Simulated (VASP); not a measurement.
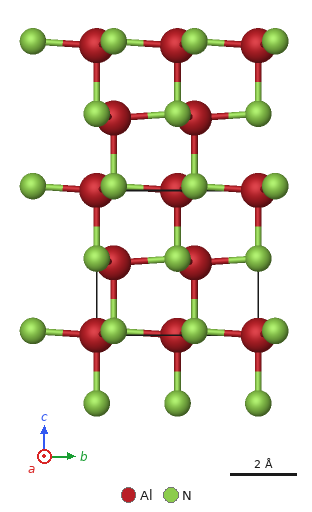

This is the input geometry for a relaxation of a crystal of AlN (a generated structure, set up in Cmc2_1). Style: ball-and-stick. Shown: the conventional cell (2 times the calculation's cell), repeated 1 × 1 × 2 with one cell outlined, along the a axis. Lengths and directions refer to the drawn axes.

The run lets cell and atoms move.

Theory: Kohn-Sham DFT of a periodic cell, PBEsol, VASP PAW PBE potentials, recommended (VASP).

The input:
```
SYSTEM = AlN
PREC     = Accurate       ! precision mode
ENCUT    = 600            ! plane-wave cutoff, eV
EDIFF    = 1E-7           ! SCF threshold, eV
ISMEAR   = 0              ! smearing method
SIGMA    = 0.01           ! smearing width, eV
LREAL    = .False.        ! projectors in reciprocal space
LASPH    = .True.         ! aspherical terms in the spheres
NELM     = 80             ! most SCF steps
ALGO     = Fast           ! electronic algorithm
ISIF     = 8              ! what is computed and relaxed
LWAVE    = .False.        ! write WAVECAR
LCHARG   = .False.        ! write CHGCAR
GGA      = PS             ! functional
IBRION   = 2              ! ionic algorithm
NSW      = 70             ! ionic steps
EDIFFG   = -0.01          ! ionic threshold
PSTRESS  = 100.0
```

Command:
```bash
cat potpaw_PBE.64/Al/POTCAR potpaw_PBE.64/N/POTCAR > POTCAR
mpirun -np 1 vasp_std > vasp.out
```

The structure:
```
CELL_PARAMETERS angstrom
1.69782 -2.46184 0.00000
1.69782 2.46184 0.00000
0.00000 0.00000 4.41433
ATOMIC_POSITIONS crystal
Al 0.00000 0.00000 0.00000
Al 0.60503 0.39497 0.50000
N 0.00000 0.00000 0.47000
N 0.60503 0.39497 0.97000
```

What does the optimiser find from here?

Answer. The energy falls by 132 meV per atom in 13 geometry steps. The largest force component goes from 1.7 to 0.0059 eV/Å. The pressure goes from 16.09 to 9.90 GPa. The largest moves relative to the cell, 0.15 Å, are those of Al atoms. By element the largest moves are Al 0.15 Å, N 0.11 Å. The volume changes by +4.2 %, with a 3.396 → 3.443 Å (+1.4 %), b 4.924 → 4.992 Å (+1.4 %), c 4.414 → 4.475 Å (+1.4 %). Some distances before and after: Al–N 2.075 → 1.891 Å, Al–N 1.780 → 1.879 Å, Al–N 1.949 → 1.861 Å. Among the angles between lasting bonds that change: N–Al–N 145.1° → 132.8°, Al–N–Al 145.1° → 132.8°, N–Al–N 93.9° → 102.7°. The space group stays Cmc2_1 (No. 36).

After the run, drawn alike:

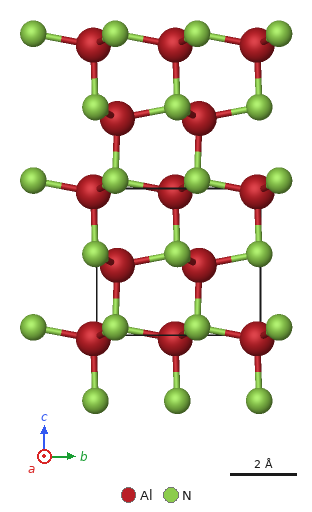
